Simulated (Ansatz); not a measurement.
**PbS: a changed input and its effect**

System: PbS (P4/nmm, 4 atoms in the cell).
Method of run 1: DFT PBE, scalar-relativistic, plane waves, PAW, no spin polarisation (Ansatz 0.2.0).

The structure was made by a generator, so it may or may not be a known phase. Text and figures count atoms from 1; the logs count them from 0 in places.

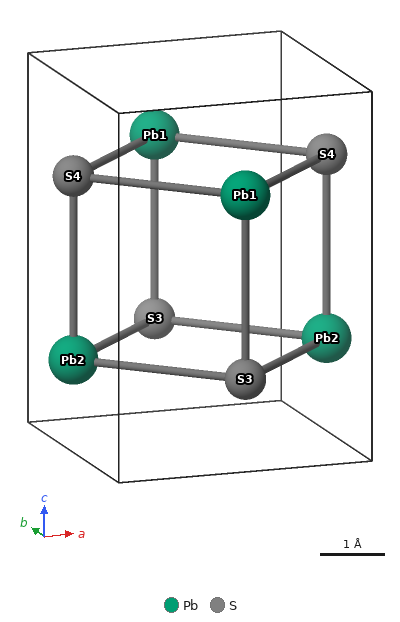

The starting structure (ball-and-stick view of the cell of the calculation, seen slightly off an axis; atoms are numbered from 1 in the order of the input). Near neighbours in the crystal (not all of them lie inside the picture): Pb has 6 S at 2.99 to 3.02 Å; S has 6 Pb at 2.99 to 3.02 Å.

## The input, run 1
```yaml
crystal:
  lattice:
    - [4.2480534138, 0.0, 0.0]
    - [0.0, 4.2480534138, 0.0]
    - [0.0, 0.0, 6.0090997648]
  atoms:
    - { symbol: Pb, position: [0.5, 0.0, 0.7488913845] }
    - { symbol: Pb, position: [0.0, 0.5, 0.2511086155] }
    - { symbol: S, position: [0.5, 0.0, 0.2514106328] }
    - { symbol: S, position: [0.0, 0.5, 0.7485893672] }
basis:
  ecutwfc: 420
kpoints:
  mp_grid: { grid: [8, 8, 6] }
hamiltonian:
  xc: pbe
scf:
  occupations: { method: gaussian, width: 0.02 }
output:
  forces: true
  stress: true
  eigenvalues: true
  write_density: true
  write_potential: true
  elf: true
  volumetric_format: npy
relax:
  adjacent_minimum: "off"
  f_tol: 0.01
  max_steps: 80
  cell: { stress_tol: 0.05 }
```

Launched with:
```bash
ansatz run input.yaml --threads 1 --pin off --max-ram 2048MiB --backend cpu --events-out ev --progress --plain --runs-dir out
```

Hardware: 1 thread of Intel Xeon (Granite Rapids), 128 GiB of memory available, shared host.

## Output, shortened to warnings, some set-up lines, iterations and results (run 1)
```
Basis set: ecut = 420 eV, 2101 PW (Γ), exchange–correlation on 60×60×90 points (8 copies of the dense FFT grid, shifted against one another)
Symmetry: 16 space group operations
k-points: 60 of 384
Initial density: superposition of atomic densities (neutral atoms: chi_scale 0, normalization atom), corrected by the library's trained network
[...]
SCF iter   1: F=—  HF=-25619.144281 eV  |F-HF|=—  |Δ(HF+E_count)|=         —  Δρ=8.56e-4  dr2=1.26e-3  ethr=1.77e-3  ⟨swp⟩=6.8  Hψ=6999  notcnv=0
SCF iter   2: F=—  HF=-25619.141737 eV  |F-HF|=—  |Δ(HF+E_count)|=   2.54e-3  Δρ=4.51e-4  dr2=1.92e-4  ethr=3.16e-6  ⟨swp⟩=2.1  Hψ=3218  notcnv=0
SCF iter   3: F=—  HF=-25619.141816 eV  |F-HF|=—  |Δ(HF+E_count)|=   7.95e-5  Δρ=1.56e-4  dr2=1.96e-5  ethr=4.81e-7  ⟨swp⟩=2.0  Hψ=1915  notcnv=0
SCF iter   4: F=—  HF=-25619.141994 eV  |F-HF|=—  |Δ(HF+E_count)|=   1.78e-4  Δρ=4.89e-5  dr2=3.13e-6  ethr=4.89e-8  ⟨swp⟩=2.5  Hψ=2009  notcnv=0
SCF iter   5: F=—  HF=-25619.141997 eV  |F-HF|=—  |Δ(HF+E_count)|=   2.46e-6  Δρ=1.34e-5  dr2=1.78e-7  ethr=7.82e-9  ⟨swp⟩=2.0  Hψ=1991  notcnv=0
[...]
SCF 1 converged in 6 iterations: F = -25619.141997 eV  dr2 = 4.74e-9
[...]
SCF iter   3: F=—  HF=-25619.141997 eV  |F-HF|=—  |Δ(HF+E_count)|=   2.93e-9  Δρ=4.75e-7  dr2=3.41e-10  ethr=4.20e-12  ⟨swp⟩=2.5  Hψ=2332  notcnv=0
SCF iter   4: F=—  HF=-25619.141997 eV  |F-HF|=—  |Δ(HF+E_count)|=  7.93e-10  Δρ=2.10e-7  dr2=5.73e-11  ethr=1.00e-12  ⟨swp⟩=2.0  Hψ=1984  notcnv=0
SCF iter   5: F=-25619.141997 eV  HF=-25619.141997 eV  |F-HF|=3.64e-12  |Δ(HF+E_count)|=  1.13e-10  Δρ=5.82e-8  dr2=4.97e-12  ethr=1.00e-12  ⟨swp⟩=6.0  Hψ=6797  notcnv=0
SCF 2 converged in 5 iterations: F = -25619.141997 eV  dr2 = 4.97e-12
relax step   2: F+E_penalty+E_count = -25619.14199692 eV  Δ(F+E_penalty+E_count) = -2.132e-9 eV  max|allowed force component| = 7.919e-3 eV/Å  Δτ_max = 0.0000 Å  P = +0.027 …
basis re-selected at this cell: Δ(F+E_penalty+E_count) = -2.132e-9 eV, ΔP = -0.000 GPa vs the last step (what re-selecting the basis moved, of the pressure what is left beyond the Pulay correction that the steps carried, after the strain that the cell walked since its last selection, with what the …
SCF converged after 5 iterations
Free energy (F): -25619.141997 eV
Harris-Foulkes:  -25619.141997 eV  (|F-HF|=3.64e-12)
Internal energy: -25619.141997 eV  (E = F + TS)
E sigma→0 (E₀):  -25619.141997 eV
Fermi energy:    8.066906 eV
--- Per-component energies (eV) ---
  E_band       = -129.378812
  E_kinetic    = 785.161776
  E_local      = -2499.571176  (includes V_loc(G=0)·N_el)
  E_nonlocal   = 756.898893
  E_hartree    = 969.220670
  E_xc         = -636.268695
  E_vxc        = -439.888695  (∫ρ·V_xc dr)
  E_paw        = -22006.552133  (= ΣΔE_a)
  E_vpaw       = -670.421030  (= ΣTr[D̂ρ^β])
  E_aug_tail   = 0.000102  (compensation charges beyond the density's cutoff)
  E_ewald      = -2988.031434
  E_smearing   = -0.000000  (= −TS)
  E_closure    = -0.000000  (closes the sum)
  Σ components = -25619.141997   (vs F -25619.141997, Δ=0.00e0)
--- Forces (eV/Å), atoms counted from 1 ---
  atom   1  Pb     0.00000000     0.00000000     0.00791936
  atom   2  Pb     0.00000000     0.00000000    -0.00791936
  atom   3  S      0.00000000     0.00000000    -0.00572580
  atom   4  S      0.00000000     0.00000000     0.00572580
  max |Σ_I F_I| component: 0.00e0 eV/Å
--- Stress (GPa, compression-positive) ---
        0.024235       0.000000       0.000000
        0.000000       0.024235       0.000000
        0.000000       0.000000       0.032394
  P = ⅓ Tr σ = 0.0270 GPa (0.270 kbar)
--- Relaxed structure (1 steps of the walk, 1 accepted, 1 SCFs on fresh bases) ---
  F+E_penalty+E_count = -25619.14199692 eV   max|allowed force component| = 7.919e-3 eV/Å   (the final SCF, on the basis selected at the relaxed cell)
  cell:  # Å, volume = 108.4400 Å³
    - [4.2480534138, 0.0, 0.0]
    - [0.0, 4.2480534138, 0.0]
    - [0.0, 0.0, 6.0090997648]
  atoms:
    - { symbol: Pb, position: [0.5, 0.0, 0.7488913845] }
    - { symbol: Pb, position: [0.0, 0.5, 0.2511086155] }
    - { symbol: S, position: [0.5, 0.0, 0.2514106328] }
    - { symbol: S, position: [0.0, 0.5, 0.7485893672] }
```

For run 2 the input was changed thus:
```diff
-basis:
-  ecutwfc: 420
-  xc: pbe
+  xc: rpbe
+  mixing: { algorithm: anderson, beta: 0.5, ndim: 4 }
-  write_density: true
-  write_potential: true
-  elf: true
-  volumetric_format: npy
```

What does this change do to the results?

The total energies belong to different methods, so their difference says nothing on which is more stable or more accurate. The gap on the mesh goes from 0.49 to 0.71 eV. The volume per atom goes from 27.11 to 28.14 Å³. The functional changes from PBE to RPBE. The SCF takes 29 iterations over all geometry steps against 11. On the same kind of shared host run 2 took about 2.4 times as long.

## Output, shortened to warnings, some set-up lines, iterations and results (run 2)
```
Basis set: ecut = 420 eV, 2101 PW (Γ), exchange–correlation on 60×60×90 points (8 copies of the dense FFT grid, shifted against one another)
Symmetry: 16 space group operations
k-points: 60 of 384
Initial density: superposition of atomic densities (neutral atoms: chi_scale 0, normalization atom), corrected by the library's trained network
[...]
SCF iter   1: F=—  HF=-25656.605608 eV  |F-HF|=—  |Δ(HF+E_count)|=         —  Δρ=3.24e-3  dr2=1.55e-2  ethr=1.77e-3  ⟨swp⟩=6.9  Hψ=7040  notcnv=0
SCF iter   2: F=—  HF=-25656.600220 eV  |F-HF|=—  |Δ(HF+E_count)|=   5.39e-3  Δρ=1.46e-3  dr2=2.51e-3  ethr=3.86e-5  ⟨swp⟩=3.0  Hψ=3356  notcnv=0  κ⁻¹=1.0e0(r=1)
SCF iter   3: F=—  HF=-25656.600307 eV  |F-HF|=—  |Δ(HF+E_count)|=   8.74e-5  Δρ=6.03e-4  dr2=3.20e-4  ethr=6.27e-6  ⟨swp⟩=2.7  Hψ=2315  notcnv=0  κ⁻¹=5.9e-3(r=2)
SCF iter   4: F=—  HF=-25656.600514 eV  |F-HF|=—  |Δ(HF+E_count)|=   2.07e-4  Δρ=1.39e-4  dr2=1.67e-5  ethr=8.00e-7  ⟨swp⟩=2.1  Hψ=2040  notcnv=0  κ⁻¹=1.9e-4(r=3)
SCF iter   5: F=—  HF=-25656.600723 eV  |F-HF|=—  |Δ(HF+E_count)|=   2.09e-4  Δρ=8.57e-5  dr2=6.31e-6  ethr=4.17e-8  ⟨swp⟩=2.0  Hψ=1913  notcnv=0  κ⁻¹=7.5e-4(r=3)
[... 29 lines ...]
SCF iter   4: F=—  HF=-25656.624345 eV  |F-HF|=—  |Δ(HF+E_count)|=   1.58e-7  Δρ=8.14e-7  dr2=4.56e-10  ethr=1.84e-11  ⟨swp⟩=3.0  Hψ=2716  notcnv=0  κ⁻¹=8.8e-4(r=3)
SCF iter   5: F=—  HF=-25656.624345 eV  |F-HF|=—  |Δ(HF+E_count)|=   1.18e-9  Δρ=2.40e-7  dr2=7.28e-11  ethr=1.14e-12  ⟨swp⟩=3.0  Hψ=2640  notcnv=0  κ⁻¹=2.1e-4(r=3)
SCF iter   6: F=-25656.624345 eV  HF=-25656.624345 eV  |F-HF|=2.55e-11  |Δ(HF+E_count)|=  5.35e-10  Δρ=8.03e-8  dr2=8.19e-12  ethr=1.00e-12  ⟨swp⟩=4.5  Hψ=4865  notcnv=0
SCF 5 converged in 6 iterations: F = -25656.624345 eV  dr2 = 8.19e-12
relax step   5: F+E_penalty+E_count = -25656.62434454 eV  Δ(F+E_penalty+E_count) = -3.808e-4 eV  max|allowed force component| = 3.347e-4 eV/Å  Δτ_max = 0.0000 Å  P = -0.002 …
basis re-selected at this cell: Δ(F+E_penalty+E_count) = -3.808e-4 eV, ΔP = -0.000 GPa vs the last step (what re-selecting the basis moved, of the pressure what is left beyond the Pulay correction that the steps carried, after the strain that the cell walked since its last selection, with what the …
SCF converged after 6 iterations
Stability not checked: this state was not tested for a lower state beside it, because the mixer in use, unlike msr1, does not test its closes by its own steps (another_mixer; see scf.mixing.algorithm and scf.lower_state_search)
Free energy (F): -25656.624345 eV
Harris-Foulkes:  -25656.624345 eV  (|F-HF|=2.55e-11)
Internal energy: -25656.624345 eV  (E = F + TS)
E sigma→0 (E₀):  -25656.624345 eV
Fermi energy:    7.721990 eV
--- Per-component energies (eV) ---
  E_band       = -143.295321
  E_kinetic    = 783.182164
  E_local      = -2553.515935  (includes V_loc(G=0)·N_el)
  E_nonlocal   = 755.434941
  E_hartree    = 989.419523
  E_xc         = -636.893750
  E_vxc        = -438.263411  (∫ρ·V_xc dr)
  E_paw        = -22043.009166  (= ΣΔE_a)
  E_vpaw       = -668.972196  (= ΣTr[D̂ρ^β])
  E_aug_tail   = 0.000100  (compensation charges beyond the density's cutoff)
  E_ewald      = -2951.325236
  E_core_change = 0.083015  (= ΣΔE_core)
  E_smearing   = -0.000000  (= −TS)
  E_closure    = -0.000000  (closes the sum)
  Σ components = -25656.624345   (vs F -25656.624345, Δ=0.00e0)
--- Forces (eV/Å), atoms counted from 1 ---
  atom   1  Pb     0.00000000     0.00000000     0.00028306
  atom   2  Pb     0.00000000     0.00000000    -0.00028306
  atom   3  S      0.00000000     0.00000000    -0.00033466
  atom   4  S      0.00000000     0.00000000     0.00033466
  max |Σ_I F_I| component: 0.00e0 eV/Å
--- Stress (GPa, compression-positive) ---
       -0.002319       0.000000       0.000000
        0.000000      -0.002319       0.000000
        0.000000       0.000000      -0.001154
  P = ⅓ Tr σ = -0.0019 GPa (-0.019 kbar)
--- Relaxed structure (4 steps of the walk, 4 accepted, 1 SCFs on fresh bases) ---
  F+E_penalty+E_count = -25656.62434454 eV   max|allowed force component| = 3.347e-4 eV/Å   (the final SCF, on the basis selected at the relaxed cell)
  cell:  # Å, volume = 112.5444 Å³
    - [4.301017425480677, 3.538571383215341e-34, 0.0]
    - [3.538571383215341e-34, 4.301017425480677, 0.0]
[...]
```

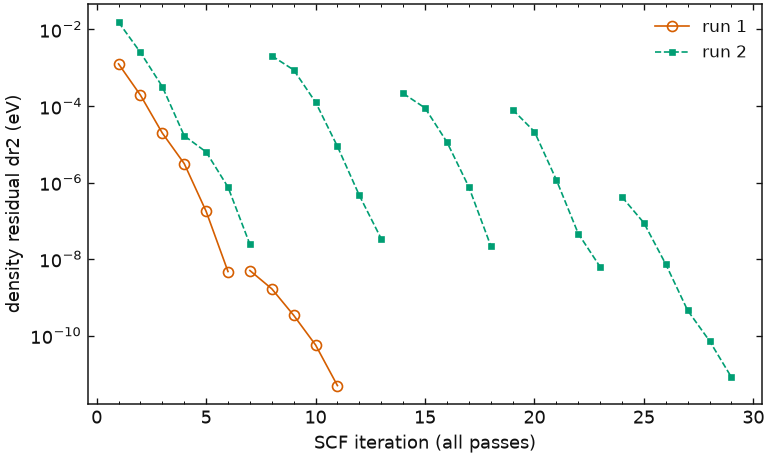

Convergence of the two runs: density residual dr2 against the SCF iteration. A break in a curve parts two SCF passes. Run 1 takes 11 iterations in all, and run 2 takes 29.

## The two runs side by side

| quantity | run 1 | run 2 |
| --- | --- | --- |
| outcome | converged | converged |
| free energy per atom (eV) | −6404.7855 | −6414.1561 |
| gap on the mesh (eV) | 0.49 | 0.71 |
| pressure (GPa) | 0.03 | 0.00 |
| volume per atom (Å³) | 27.11 | 28.14 |
| largest force (eV/Å) | 0.008 | 0.000 |
| SCF iterations | 11 | 29 |
| irreducible k-points | 60 | 60 |
| wall time (shared host) | 10 s | 25 s |

For both runs: Spin–orbit coupling is left out, which matters for Pb.
